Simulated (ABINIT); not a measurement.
# Run report: AlN, single-point calculation at one volume of an equation of state

- system: AlN (F-43m, 2 atoms in the cell)
- method: Kohn-Sham DFT of a periodic cell, PBE with D3, JTH PAW PBE v2.0, no spin polarisation (ABINIT 10.8.3)

The structure derives from a Materials Project entry.

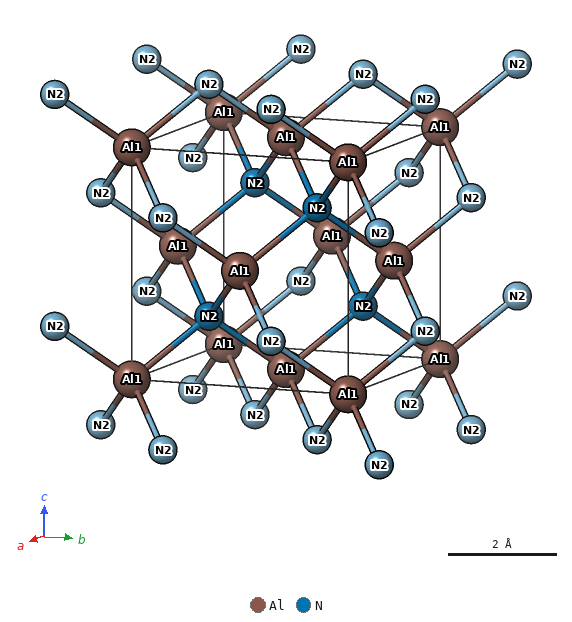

Fig. 1: The structure as given in the input (ball-and-stick view of the cell 4 times as large as that of the calculation, set on its symmetry axes, seen slightly off an axis; neighbours outside the cell are drawn fainter; atoms are numbered from 1 in the order of the input). An atom can appear more than once, as a periodic image.

The input:
```python
import json, os
import numpy as np
from ase.eos import EquationOfState
from ase.units import GPa
from ase.calculators.mixing import SumCalculator
from dftd3.ase import DFTD3
from ase.calculators.abinit import Abinit, AbinitProfile
from ase import Atoms

atoms = Atoms(['Al', 'N'],
              cell=[[0.0, 2.1839935596, 2.1839935596], [2.1839935596, 0.0, 2.1839935596], [2.1839935596, 2.1839935596, 0.0]],
              scaled_positions=[[0.0, 0.0, 0.0], [0.25, 0.25, 0.25]],
              pbc=True)

profile = AbinitProfile(command='abinit', pp_paths=[os.path.abspath('pseudos')])
params = dict(
    pps='pawxml', xc='PBE',
    ecut=707.496,
    pawecutdg=1306.1465,
    pawxcdev=0,
    kptopt=1,
    ngkpt=[10, 10, 10],
    nshiftk=1,
    shiftk=[0.0, 0.0, 0.0],
    ixc=11,
    nband=8,
    occopt=3,
    tsmear=0.05,
    nstep=100,
    tolvrs=1e-09,
    prtwf=0,
    prtden=0,
)

cell0 = atoms.cell.copy()
volumes, energies = [], []
for i, x in enumerate([0.94, 0.96, 0.98, 1.0, 1.02, 1.04, 1.06]):
    atoms.set_cell(cell0 * x ** (1 / 3), scale_atoms=True)
    atoms.calc = SumCalculator([Abinit(profile=profile, directory=f'v{i}', **params), DFTD3(method='pbe', damping='d3zero')])
    volumes.append(atoms.get_volume() / len(atoms))
    dft, disp = atoms.calc.mixer.calcs
    energies.append((dft.get_property('free_energy', atoms) + disp.get_property('energy', atoms)) / len(atoms))
    print(f'{x:5.2f} {volumes[-1]:10.5f} A^3/atom {energies[-1]:14.6f} eV/atom', flush=True)
    json.dump(dict(volumes=volumes, energies=energies), open('results.json', 'w'))
v0, e0, b0 = EquationOfState(volumes, energies, eos='birchmurnaghan').fit()
print(f'V0 {v0:.4f} A^3/atom  E0 {e0:.6f} eV/atom  B0 {b0 / GPa:.2f} GPa')
```

File abinit.in:
```
ecut 707.496 eV
ixc 11
kptopt 1
natom 2
nband 8
ngkpt
10 10 10
nshiftk 1
nsppol 1
nstep 100
occopt 3
pawecutdg 1306.1465 eV
pawxcdev 0
prtden 0
prtwf 0
shiftk
0.0 0.0 0.0
tolvrs 1e-09
tsmear 0.05 eV
#Definition of the unit cell
acell
1.00000000000000 1.00000000000000 1.00000000000000 Angstrom
rprim
0.00000000000000 2.22682783745570 2.22682783745570
2.22682783745570 0.00000000000000 2.22682783745570
2.22682783745570 2.22682783745570 0.00000000000000
chkprim 0 # Allow non-primitive cells
#Definition of the atom types
ntypat 2
znucl 7 13
#Enumerate different atomic species
typat
 2 1
pseudos "./pseudos/N.GGA_PBE-JTH.xml,
./pseudos/Al.GGA_PBE-JTH.xml"
#Definition of the atoms
xcart
0.00000000000000 0.00000000000000 0.00000000000000
2.10404737109049 2.10404737109049 2.10404737109049
chkexit 1 # abinit.exit file in the running directory terminates after the current SCF
```

Run on 1 thread of Arm Neoverse V1, 24 GiB of memory available, shared host.

Launched with:
```bash
python run.py
```

The program's output:
```
0.94    9.79224 A^3/atom    -166.576862 eV/atom
 0.96   10.00058 A^3/atom    -166.595794 eV/atom
 0.98   10.20893 A^3/atom    -166.608095 eV/atom
 1.00   10.41727 A^3/atom    -166.614245 eV/atom
 1.02   10.62562 A^3/atom    -166.614938 eV/atom
 1.04   10.83396 A^3/atom    -166.610513 eV/atom
 1.06   11.04231 A^3/atom    -166.601685 eV/atom
V0 10.5468 A^3/atom  E0 -166.615272 eV/atom  B0 201.93 GPa
```

Results in brief:

- outcome: converged
- space group (tolerance 0.01 Å): F-43m (216)
- wall time: 91 s
- peak memory: 0.09 GiB
